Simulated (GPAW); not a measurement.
## MnGa17N18 (GaN72 Mn2 d3p18): parallel and opposed starts

Aim: find out whether MnGa17N18 (GaN72 Mn2 d3p18) carries moments, and which collinear order costs least.

Method: PBE; plane waves with GPAW's PAW setups, scalar-relativistic, in GPAW 26.7.0.

## 1. Starting point

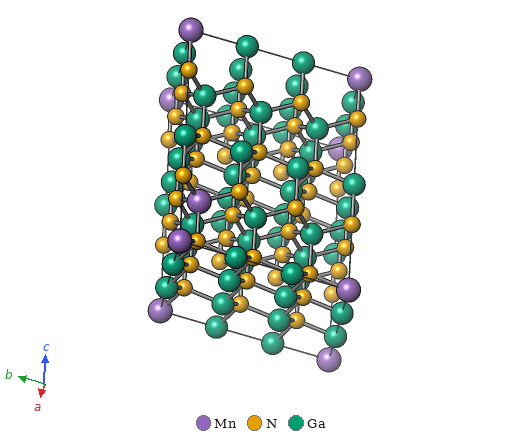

Start, viewed from a free direction; manganese purple, nitrogen orange, gallium teal. Bonds to atoms that aren't drawn are left out. Some periodic images of atoms are drawn too.

The cell holds 72 atoms: 2 Mn, 36 N and 34 Ga. Its edges and angles: a = 9.567 Å, b = 9.567 Å, c = 10.370 Å, α = 90.0°, β = 90.0°, γ = 120.0°. substitutional dopants on the host's lattice, its constants typed without a cited source, atoms not relaxed.

The cell is a made-up one and need not be a known phase.

## 2. Order 1, typed as ferro ++

Parallel moments need no larger cell; this start tests for a ferromagnetic state only.

Input file order1.py:

```python
import json
import numpy as np
from ase import Atoms
from ase.parallel import paropen, parprint
from gpaw import GPAW

atoms = Atoms(['Mn', 'N', 'Ga', 'N', 'Ga', 'N', 'Ga', 'N', 'Ga', 'N', 'Ga', 'N', 'Ga', 'N', 'Ga', 'N', 'Ga', 'N', 'Mn', 'N', 'Ga', 'N', 'Ga', 'N', 'Ga', 'N', 'Ga', 'N', 'Ga', 'N', 'Ga', 'N', 'Ga', 'N', 'Ga', 'N', 'Ga', 'N', 'Ga', 'N', 'Ga', 'N', 'Ga', 'N', 'Ga', 'N', 'Ga', 'N', 'Ga', 'N', 'Ga', 'N', 'Ga', 'N', 'Ga', 'N', 'Ga', 'N', 'Ga', 'N', 'Ga', 'N', 'Ga', 'N', 'Ga', 'N', 'Ga', 'N', 'Ga', 'N', 'Ga', 'N'],
    cell=[[9.567, 0.0, 0.0],
         [-4.7835, 8.285265, 0.0],
         [0.0, 0.0, 10.37]],
    scaled_positions=[[0.0, 0.0, 0.0],
         [0.111111, 0.222222, 0.0615],
         [0.111111, 0.222222, 0.25],
         [0.0, 0.0, 0.3115],
         [0.0, 0.0, 0.5],
         [0.111111, 0.222222, 0.5615],
         [0.111111, 0.222222, 0.75],
         [0.0, 0.0, 0.8115],
         [0.0, 0.333333, 0.0],
         [0.111111, 0.555556, 0.0615],
         [0.111111, 0.555556, 0.25],
         [0.0, 0.333333, 0.3115],
         [0.0, 0.333333, 0.5],
         [0.111111, 0.555556, 0.5615],
         [0.111111, 0.555556, 0.75],
         [0.0, 0.333333, 0.8115],
         [0.0, 0.666667, 0.0],
         [0.111111, 0.888889, 0.0615],
         [0.111111, 0.888889, 0.25],
         [0.0, 0.666667, 0.3115],
         [0.0, 0.666667, 0.5],
         [0.111111, 0.888889, 0.5615],
         [0.111111, 0.888889, 0.75],
         [0.0, 0.666667, 0.8115],
         [0.333333, 0.0, 0.0],
         [0.444444, 0.222222, 0.0615],
         [0.444444, 0.222222, 0.25],
         [0.333333, 0.0, 0.3115],
         [0.333333, 0.0, 0.5],
         [0.444444, 0.222222, 0.5615],
         [0.444444, 0.222222, 0.75],
         [0.333333, 0.0, 0.8115],
         [0.333333, 0.333333, 0.0],
         [0.444444, 0.555556, 0.0615],
         [0.444444, 0.555556, 0.25],
         [0.333333, 0.333333, 0.3115],
         [0.333333, 0.333333, 0.5],
         [0.444444, 0.555556, 0.5615],
         [0.444444, 0.555556, 0.75],
         [0.333333, 0.333333, 0.8115],
         [0.333333, 0.666667, 0.0],
         [0.444444, 0.888889, 0.0615],
         [0.444444, 0.888889, 0.25],
         [0.333333, 0.666667, 0.3115],
         [0.333333, 0.666667, 0.5],
         [0.444444, 0.888889, 0.5615],
         [0.444444, 0.888889, 0.75],
         [0.333333, 0.666667, 0.8115],
         [0.666667, 0.0, 0.0],
         [0.777778, 0.222222, 0.0615],
         [0.777778, 0.222222, 0.25],
         [0.666667, 0.0, 0.3115],
         [0.666667, 0.0, 0.5],
         [0.777778, 0.222222, 0.5615],
         [0.777778, 0.222222, 0.75],
         [0.666667, 0.0, 0.8115],
         [0.666667, 0.333333, 0.0],
         [0.777778, 0.555556, 0.0615],
         [0.777778, 0.555556, 0.25],
         [0.666667, 0.333333, 0.3115],
         [0.666667, 0.333333, 0.5],
         [0.777778, 0.555556, 0.5615],
         [0.777778, 0.555556, 0.75],
         [0.666667, 0.333333, 0.8115],
         [0.666667, 0.666667, 0.0],
         [0.777778, 0.888889, 0.0615],
         [0.777778, 0.888889, 0.25],
         [0.666667, 0.666667, 0.3115],
         [0.666667, 0.666667, 0.5],
         [0.777778, 0.888889, 0.5615],
         [0.777778, 0.888889, 0.75],
         [0.666667, 0.666667, 0.8115]],
    pbc=True,
    magmoms=[4.5, 0.0, 0.0, 0.0, 0.0, 0.0, 0.0, 0.0, 0.0, 0.0, 0.0, 0.0, 0.0, 0.0, 0.0, 0.0, 0.0, 0.0, 4.5, 0.0, 0.0, 0.0, 0.0, 0.0, 0.0, 0.0, 0.0, 0.0, 0.0, 0.0, 0.0, 0.0, 0.0, 0.0, 0.0, 0.0, 0.0, 0.0, 0.0, 0.0, 0.0, 0.0, 0.0, 0.0, 0.0, 0.0, 0.0, 0.0, 0.0, 0.0, 0.0, 0.0, 0.0, 0.0, 0.0, 0.0, 0.0, 0.0, 0.0, 0.0, 0.0, 0.0, 0.0, 0.0, 0.0, 0.0, 0.0, 0.0, 0.0, 0.0, 0.0, 0.0])
atoms.calc = GPAW(mode={'name': 'pw', 'ecut': 600},
    xc='PBE',
    kpts={'size': (3, 3, 2), 'gamma': True},
    occupations={'name': 'fermi-dirac', 'width': 0.05},
    convergence={'density': 1e-05, 'energy': 1e-05},
    maxiter=200,
    mixer={'name': 'pulay', 'beta': 0.05, 'nmaxold': 6, 'weight': 50},
    symmetry={'tolerance': 1e-4},
    txt='order1.txt')
e = atoms.get_potential_energy(force_consistent=True)
res = {'free_energy': e, 'energy_sigma0': atoms.get_potential_energy(), 'fermi_energy': atoms.calc.get_fermi_level()}
res['moments'] = atoms.get_magnetic_moments().tolist()
res['total'] = atoms.get_magnetic_moment()
parprint('site moments (muB):', np.round(res['moments'], 3))
parprint(f"total moment: {res['total']:.3f} muB")
parprint(f'free energy: {e:.6f} eV')
atoms.calc.write('order1.gpw')
with paropen('results.json', 'w') as f:
    json.dump(res, f)
```

Command:

```bash
$ OMP_NUM_THREADS=1 mpirun -n 8 gpaw python order1.py > order1.log
```

What it wrote:

```text
site moments (muB): [ 3.406e+00  1.800e-02  1.900e-02  1.700e-02  1.100e-02  3.000e-03
  9.000e-03  2.000e-03  1.000e-02  3.000e-03  1.100e-02  4.000e-03
  1.000e-03  1.000e-03  1.000e-03  1.000e-03  1.600e-02 -3.200e-02
  3.416e+00  1.100e-02  8.000e-03  2.000e-03  9.000e-03  2.000e-03
  1.600e-02  1.000e-03  1.100e-02  1.100e-02  8.000e-03  1.000e-03
  1.000e-03  2.000e-03  1.200e-02  4.000e-03  0.000e+00  1.000e-03
  1.000e-03  0.000e+00  0.000e+00  1.000e-03  0.000e+00  3.000e-03
  1.100e-02  1.000e-03  0.000e+00  1.000e-03  1.000e-03  0.000e+00
  1.000e-02  0.000e+00  0.000e+00  4.000e-03  1.000e-03  1.000e-03
  0.000e+00  1.000e-03  0.000e+00  1.000e-03  1.100e-02  4.000e-03
 -0.000e+00  1.000e-03  1.000e-03  0.000e+00  1.200e-02  1.800e-02
  1.900e-02  1.000e-03  1.000e-03  3.000e-03  9.000e-03  1.000e-03]
total moment: 8.000 muB
free energy: -440.064865 eV

--- order1.txt ---
Input parameters:
  mode=PW(ecut=600),
  convergence={'density': 1e-05, 'energy': 1e-05},
  kpts=MonkhorstPack(size=(3, 3, 2), gamma=True),
  maxiter=200,
  mixer=Pulay(name='pulay', nmaxold=6, beta=0.05, weight=50, sigma=0.015, g_ss=None),
  occupations=Occupations(name='fermi-dirac', width=0.05),
  symmetry=Symmetry(tolerance=0.0001),
  xc=XC(name='PBE')

Diagonalizing LCAO Hamiltonian
Converting LCAO to pw mode

            Ga     Ga      Ga
          N       N       N
             NGa    N Ga    NGa
            N      N       N
              NNGa    NNGa   NN Ga
          Ga      Ga      Ga
             Ga N   Ga  N   Ga  N
          N Mn    NGa     NGa
              GGa     GGa    GGa
            NN     NN      NN
               NGa     NGa    N Ga
          Ga  N   Ga  N   Ga N
                N       N       N
             Ga     Ga      Ga
               Mn      Ga     Ga

Atoms  # Å, Bohr magnetons
|    | symbol |         x |        y |        z |    initial magnetic moments |
|----|--------|-----------|----------|----------|-----------------------------|
|  0 |     Mn |  0.000000 | 0.000000 | 0.000000 | ( 0.0000,  0.0000,  4.5000) |
|  1 |      N |  0.000000 | 1.841168 | 0.637755 | ( 0.0000,  0.0000,  0.0000) |
|  2 |     Ga |  0.000000 | 1.841168 | 2.592500 | ( 0.0000,  0.0000,  0.0000) |
|  3 |      N |  0.000000 | 0.000000 | 3.230255 | ( 0.0000,  0.0000,  0.0000) |
|  4 |     Ga |  0.000000 | 0.000000 | 5.185000 | ( 0.0000,  0.0000,  0.0000) |
|  5 |      N |  0.000000 | 1.841168 | 5.822755 | ( 0.0000,  0.0000,  0.0000) |
|  6 |     Ga |  0.000000 | 1.841168 | 7.777500 | ( 0.0000,  0.0000,  0.0000) |
|  7 |      N |  0.000000 | 0.000000 | 8.415255 | ( 0.0000,  0.0000,  0.0000) |
|  8 |     Ga | -1.594498 | 2.761752 | 0.000000 | ( 0.0000,  0.0000,  0.0000) |
|  9 |      N | -1.594503 | 4.602929 | 0.637755 | ( 0.0000,  0.0000,  0.0000) |
| 10 |     Ga | -1.594503 | 4.602929 | 2.592500 | ( 0.0000,  0.0000,  0.0000) |
| 11 |      N | -1.594498 | 2.761752 | 3.230255 | ( 0.0000,  0.0000,  0.0000) |
| 12 |     Ga | -1.594498 | 2.761752 | 5.185000 | ( 0.0000,  0.0000,  0.0000) |
| 13 |      N | -1.594503 | 4.602929 | 5.822755 | ( 0.0000,  0.0000,  0.0000) |
| 14 |     Ga | -1.594503 | 4.602929 | 7.777500 | ( 0.0000,  0.0000,  0.0000) |
| 15 |      N | -1.594498 | 2.761752 | 8.415255 | ( 0.0000,  0.0000,  0.0000) |
| 16 |     Ga | -3.189002 | 5.523513 | 0.000000 | ( 0.0000,  0.0000,  0.0000) |
| 17 |      N | -3.189002 | 7.364681 | 0.637755 | ( 0.0000,  0.0000,  0.0000) |
| 18 |     Mn | -3.189002 | 7.364681 | 2.592500 | ( 0.0000,  0.0000,  4.5000) |
| 19 |      N | -3.189002 | 5.523513 | 3.230255 | ( 0.0000,  0.0000,  0.0000) |
| 20 |     Ga | -3.189002 | 5.523513 | 5.185000 | ( 0.0000,  0.0000,  0.0000) |
| 21 |      N | -3.189002 | 7.364681 | 5.822755 | ( 0.0000,  0.0000,  0.0000) |
| 22 |     Ga | -3.189002 | 7.364681 | 7.777500 | ( 0.0000,  0.0000,  0.0000) |
| 23 |      N | -3.189002 | 5.523513 | 8.415255 | ( 0.0000,  0.0000,  0.0000) |
| 24 |     Ga |  3.188997 | 0.000000 | 0.000000 | ( 0.0000,  0.0000,  0.0000) |
| 25 |      N |  3.188997 | 1.841168 | 0.637755 | ( 0.0000,  0.0000,  0.0000) |
| 26 |     Ga |  3.188997 | 1.841168 | 2.592500 | ( 0.0000,  0.0000,  0.0000) |
| 27 |      N |  3.188997 | 0.000000 | 3.230255 | ( 0.0000,  0.0000,  0.0000) |
| 28 |     Ga |  3.188997 | 0.000000 | 5.185000 | ( 0.0000,  0.0000,  0.0000) |
| 29 |      N |  3.188997 | 1.841168 | 5.822755 | ( 0.0000,  0.0000,  0.0000) |
| 30 |     Ga |  3.188997 | 1.841168 | 7.777500 | ( 0.0000,  0.0000,  0.0000) |
| 31 |      N |  3.188997 | 0.000000 | 8.415255 | ( 0.0000,  0.0000,  0.0000) |
| 32 |     Ga |  1.594498 | 2.761752 | 0.000000 | ( 0.0000,  0.0000,  0.0000) |
[...]
| 34 |     Ga |  1.594494 | 4.602929 | 2.592500 | ( 0.0000,  0.0000,  0.0000) |
[...]
| 52 |     Ga |  6.378003 | 0.000000 | 5.185000 | ( 0.0000,  0.0000,  0.0000) |
| 53 |      N |  6.378003 | 1.841168 | 5.822755 | ( 0.0000,  0.0000,  0.0000) |
| 54 |     Ga |  6.378003 | 1.841168 | 7.777500 | ( 0.0000,  0.0000,  0.0000) |
| 55 |      N |  6.378003 | 0.000000 | 8.415255 | ( 0.0000,  0.0000,  0.0000) |
| 56 |     Ga |  4.783505 | 2.761752 | 0.000000 | ( 0.0000,  0.0000,  0.0000) |
| 57 |      N |  4.783500 | 4.602929 | 0.637755 | ( 0.0000,  0.0000,  0.0000) |
| 58 |     Ga |  4.783500 | 4.602929 | 2.592500 | ( 0.0000,  0.0000,  0.0000) |
| 59 |      N |  4.783505 | 2.761752 | 3.230255 | ( 0.0000,  0.0000,  0.0000) |
| 60 |     Ga |  4.783505 | 2.761752 | 5.185000 | ( 0.0000,  0.0000,  0.0000) |
| 61 |      N |  4.783500 | 4.602929 | 5.822755 | ( 0.0000,  0.0000,  0.0000) |
| 62 |     Ga |  4.783500 | 4.602929 | 7.777500 | ( 0.0000,  0.0000,  0.0000) |
| 63 |      N |  4.783505 | 2.761752 | 8.415255 | ( 0.0000,  0.0000,  0.0000) |
| 64 |     Ga |  3.189002 | 5.523513 | 0.000000 | ( 0.0000,  0.0000,  0.0000) |
| 65 |      N |  3.189002 | 7.364681 | 0.637755 | ( 0.0000,  0.0000,  0.0000) |
| 66 |     Ga |  3.189002 | 7.364681 | 2.592500 | ( 0.0000,  0.0000,  0.0000) |
| 67 |      N |  3.189002 | 5.523513 | 3.230255 | ( 0.0000,  0.0000,  0.0000) |
| 68 |     Ga |  3.189002 | 5.523513 | 5.185000 | ( 0.0000,  0.0000,  0.0000) |
| 69 |      N |  3.189002 | 7.364681 | 5.822755 | ( 0.0000,  0.0000,  0.0000) |
| 70 |     Ga |  3.189002 | 7.364681 | 7.777500 | ( 0.0000,  0.0000,  0.0000) |
| 71 |      N |  3.189002 | 5.523513 | 8.415255 | ( 0.0000,  0.0000,  0.0000) |

Unit cell  # Å
| periodic |         x |        y |         z |   lengths |     angles |
|----------|-----------|----------|-----------|-----------|------------|
|      yes |  9.567000 | 0.000000 |  0.000000 |  9.567000 |  90.000000 |
[...]
| 6 | (  0.33333333,   0.33333333,   0.00000000) | 0.11111111 |
| 7 | (  0.33333333,   0.33333333,   0.50000000) | 0.11111111 |

Plane wave coefficients: 27453
Cutoff: 600.0 eV

Spin-components: 2 (collinear spins)
Bands:           197
Projectors:      362
Spin-degeneracy: 1
Datatype:        complex128

Parallelization:
  kpt:    8
  domain: 1
  band:   1

Density:
  Valence electrons: 312.0
  Components: 2
  Grid points: [56 56 60]
  Charge: 0.0  # |e|

Potential:
  Grid points: [56 56 60]

species:
  Mn:
    name:    Manganese
    Z:       25.0
    valence: 15
    core:    10
    charge:  0.0  # [|e|]
    compensation charges:
      type: gauss
      rc: 0.38  # [Å]
      lmax: 2
    cutoffs:
      filter: 2.14  # [Å]
      core: 0.86  # [Å]
    projectors
    | kind |    occ | energy [eV] | rcut [Å] |
    |------|--------|-------------|----------|
    |   3s |  2.000 |     -85.859 |    1.275 |
    |   4s |  2.000 |      -5.106 |    1.275 |
    |   3p |  6.000 |     -54.597 |    1.281 |
    |   4p |  0.000 |      -1.371 |    1.281 |
    |   3d |  5.000 |      -6.771 |    1.138 |
    |    d |        |      20.441 |    1.138 |

    Using partial waves for Mn as LCAO basis

  N:
    name:    Nitrogen
    Z:       7.0
    valence: 5
    core:    2
    charge:  0.0  # [|e|]
    compensation charges:
      type: gauss
      rc: 0.18  # [Å]
      lmax: 2
    cutoffs:
      filter: 1.11  # [Å]
      core: 0.96  # [Å]
    projectors
    | kind |    occ | energy [eV] | rcut [Å] |
    |------|--------|-------------|----------|
    |   2s |  2.000 |     -18.583 |    0.603 |
    |   2p |  3.000 |      -7.089 |    0.529 |
    |    s |        |       8.629 |    0.603 |
    |    p |        |      20.123 |    0.529 |
    |    d |        |       0.000 |    0.577 |

    Using partial waves for N as LCAO basis

  Ga:
    name:    Gallium
    Z:       31.0
    valence: 3
    core:    28
    charge:  0.0  # [|e|]
    compensation charges:
      type: gauss
      rc: 0.37  # [Å]
      lmax: 2
    cutoffs:
      filter: 2.06  # [Å]
      core: 4.17  # [Å]
    projectors
    | kind |    occ | energy [eV] | rcut [Å] |
    |------|--------|-------------|----------|
    |   4s |  2.000 |      -8.945 |    1.164 |
    |   4p |  1.000 |      -2.580 |    1.164 |
    |    s |        |      18.266 |    1.164 |
    |    p |        |      24.631 |    1.164 |
    |    d |        |       0.000 |    1.164 |

    Using partial waves for Ga as LCAO basis

Reference energy: -1914448.982282  # eV

eigensolver:
  PPCG
  Converge bands: occupied
  niter=2

density mixing:
  Pulay-Mixer
  Linear mixing parameters: 0.05
  Old densities: 6
  Fourier metric: weight=50, sigma=0.015

occupation numbers:
  Fermi-Dirac:
    width: 0.0500  # eV

poisson solver:
  ecut: 4800.0  # eV

xc functional:
  name: PBE with 2 nearest neighbor stencil

convergence criteria:
- Maximum integral of absolute [dens]ity change: 1e-05 electrons / valence electron
- Maximum [total energy] change in last 3 cyles: 1e-05 eV / valence electron
- Maximum integral of absolute [eigenst]ate change: 4e-08 eV^2 / valence electron
maximum number of iterations: 200

SCF iterations
|iter     |      energy | eigst |  dens |  magmom |
|---------|-------------|-------|-------|---------|
|iter:   1|       0s | -502.613059 | +0.05 |       |  +9.0161|
|iter:   2|      35s | -485.628774 | -0.94 | -0.59 |  +8.9653|
|iter:   3|      68s | -440.220967 | +0.37 | -0.64 |  +8.6280|
|iter:   4|     103s | -441.583848 | -0.91 | -1.11 |  +8.6288|
|iter:   5|     136s | -440.478809 | -1.82 | -1.12 |  +8.5988|
|iter:   6|     168s | -442.265114 | -1.08 | -1.17 |  +8.4642|
|iter:   7|     203s | -441.361921 | -1.60 | -1.20 |  +8.3497|
|iter:   8|     235s | -441.201967 | -1.03 | -1.35 |  +8.1464|
|iter:   9|     268s | -441.129712 | -2.49 | -1.50 |  +8.1487|
|iter:  10|     299s | -440.007620 | -1.22 | -1.52 |  +7.9945|
[... 17 iterations left out ...]
|iter:  28|     896s | -440.045356c| -6.77 | -3.98 |  +7.9999|
|iter:  29|     929s | -440.045362c| -7.26 | -4.11 |  +8.0000|
|iter:  30|     949s | -440.045361c| -7.73c| -4.20 |  +8.0000|
|iter:  31|     983s | -440.045363c| -7.30 | -4.24 |  +7.9999|
|iter:  32|    1002s | -440.045364c| -7.53c| -4.56 |  +8.0000|
|iter:  33|    1022s | -440.045365c| -7.60c| -4.75 |  +8.0000|
|iter:  34|    1043s | -440.045365c| -8.22c| -4.87 |  +8.0000|
|iter:  35|    1063s | -440.045365c| -8.52c| -4.90 |  +8.0000|
|iter:  36|    1083s | -440.045366c| -8.37c| -4.95 |  +8.0000|
|iter:  37|    1104s | -440.045367c| -8.59c| -5.05c|  +8.0000|

Converged in 37 steps
Energy contributions relative to reference atoms: (reference = -1914448.982282)

Energy contributions:
  Kinetic:        1162.144728
  Coulomb:       -1011.840092
  Zero:              2.209166
  External:          0.000000
  Xc:             -592.539670
  Entropy:          -0.038997
  Spinorbit:         0.000000
  ----------------------------
  Free energy:    -440.064865
  Extrapolated:   -440.045367

dipole moment: (-179.978421, -225.189455, -260.242654)  # |e|*Ang

Total magnetic moment: (0.000000, 0.000000, 8.000029)

Local magnetic moments
|        x |        y |         z |
|----------|----------|-----------|
| 0.000000 | 0.000000 |  3.406000 |  # Mn   0
| 0.000000 | 0.000000 |  0.017539 |  # N    1
| 0.000000 | 0.000000 |  0.019328 |  # Ga   2
| 0.000000 | 0.000000 |  0.017081 |  # N    3
| 0.000000 | 0.000000 |  0.010580 |  # Ga   4
| 0.000000 | 0.000000 |  0.002838 |  # N    5
| 0.000000 | 0.000000 |  0.009019 |  # Ga   6
| 0.000000 | 0.000000 |  0.002007 |  # N    7
| 0.000000 | 0.000000 |  0.010237 |  # Ga   8
| 0.000000 | 0.000000 |  0.003289 |  # N    9
| 0.000000 | 0.000000 |  0.010729 |  # Ga  10
| 0.000000 | 0.000000 |  0.004153 |  # N   11
| 0.000000 | 0.000000 |  0.000603 |  # Ga  12
| 0.000000 | 0.000000 |  0.001096 |  # N   13
| 0.000000 | 0.000000 |  0.000608 |  # Ga  14
| 0.000000 | 0.000000 |  0.000767 |  # N   15
[...]
| 0.000000 | 0.000000 |  0.000809 |  # Ga  62
| 0.000000 | 0.000000 |  0.000313 |  # N   63
| 0.000000 | 0.000000 |  0.011541 |  # Ga  64
| 0.000000 | 0.000000 |  0.017539 |  # N   65
| 0.000000 | 0.000000 |  0.019328 |  # Ga  66
| 0.000000 | 0.000000 |  0.001211 |  # N   67
| 0.000000 | 0.000000 |  0.000809 |  # Ga  68
| 0.000000 | 0.000000 |  0.002838 |  # N   69
| 0.000000 | 0.000000 |  0.009019 |  # Ga  70
| 0.000000 | 0.000000 |  0.000874 |  # N   71

Fermi level: 7.860
Eigenvalues  # (at kpt = [0.000, 0.000, 0.000])
| band index |      eig [eV] | occ [0-1] |      eig [eV] | occ [0-1] |
|------------|---------------|-----------|---------------|-----------|
|          0 |       -73.623 |     1.000 |       -69.784 |     1.000 |
|        ... |               |           |               |           |
|        148 |         5.763 |     1.000 |         5.828 |     1.000 |
|        149 |         5.995 |     1.000 |         6.260 |     1.000 |
|        150 |         6.122 |     1.000 |         6.303 |     1.000 |
|        151 |         6.149 |     1.000 |         6.319 |     1.000 |
|        152 |         6.228 |     1.000 |         8.527 |     0.000 |
|        153 |         6.332 |     1.000 |         8.932 |     0.000 |
|        154 |         6.355 |     1.000 |         9.076 |     0.000 |
|        155 |         6.492 |     1.000 |         9.217 |     0.000 |
|        156 |         7.340 |     1.000 |         9.338 |     0.000 |
|        157 |         7.578 |     0.997 |         9.676 |     0.000 |
|        158 |         7.718 |     0.945 |         9.767 |     0.000 |
|        159 |         7.982 |     0.080 |         9.862 |     0.000 |
|        160 |         8.045 |     0.024 |         9.992 |     0.000 |
|        161 |         8.279 |     0.000 |        10.089 |     0.000 |
|        162 |         8.493 |     0.000 |        10.214 |     0.000 |
|        ... |               |           |               |           |
|        196 |        13.847 |     0.000 |        13.908 |     0.000 |

No gap
No difference between direct/indirect transitions
```

The job ended after 20 min (8 MPI ranks of Intel Xeon at 2.60GHz (Ice Lake), shared host; peak memory 8.9 GiB; 2.6 h of CPU time).

Spin moment in the augmentation sphere by element, in μB:

```tsv
element	atoms	mean	spread (r.m.s.)	least	largest
Mn	2	3.41	0.01	3.41	3.42
N	36	0.00	0.01	-0.03	0.02
Ga	34	0.01	0.01	0.00	0.02
```

The atoms farthest from the mean of their element:

```tsv
atom	x, y, z (Å)	spin moment in the augmentation sphere (μB)
N18	-3.19, 7.36, 0.64	-0.03
N2	0.00, 1.84, 0.64	0.02
N66	3.19, 7.36, 0.64	0.02
N4	0.00, 0.00, 3.23	0.02
Ga67	3.19, 7.36, 2.59	0.02
Ga3	0.00, 1.84, 2.59	0.02
Ga17	-3.19, 5.52, 0.00	0.02
Ga25	3.19, 0.00, 0.00	0.02
```

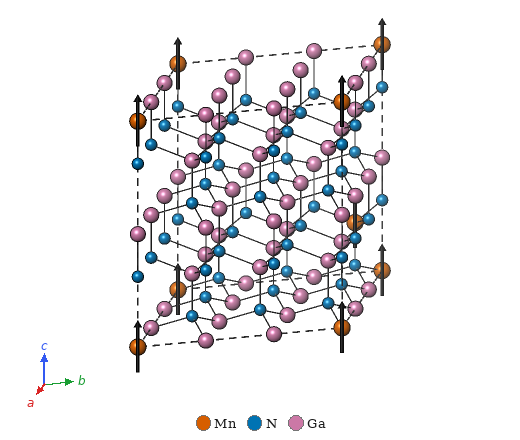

Spin moment in the augmentation sphere as arrows, the longest 3.42 μB. Up and down stand for the sign. Arrows give size and sign along the axis of quantisation, drawn up and down the page. Bonds to atoms that aren't drawn are left out. Some periodic images of atoms are drawn too.

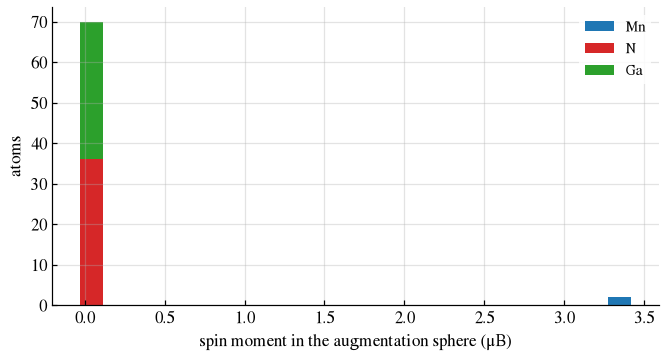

Spin moment in the augmentation sphere as a stacked histogram.

Numbers from this step:

* net moment: 8.000 μB
* final state: ferromagnetic

After 37 cycles the largest moment stands at 3.42 μB.

(Continued in part 2 of 2.)

[Logs and program files are shortened in this print: banners, set-up blocks, solver, clock and traceback lines can be left out without a mark of their own.]

[Logs are printed without paths, hosts, clocks, repeated set-up lines and the standing remarks that a program may print on its own settings, such as how far it seeks lower states.]

[Hosts, paths, dates, database ids (printed as entryN), source tags and the programs' standing remarks are cut or masked in the printed files.]

[Where a cell is said to come from a database of computed structures, the database is the Materials Project.]
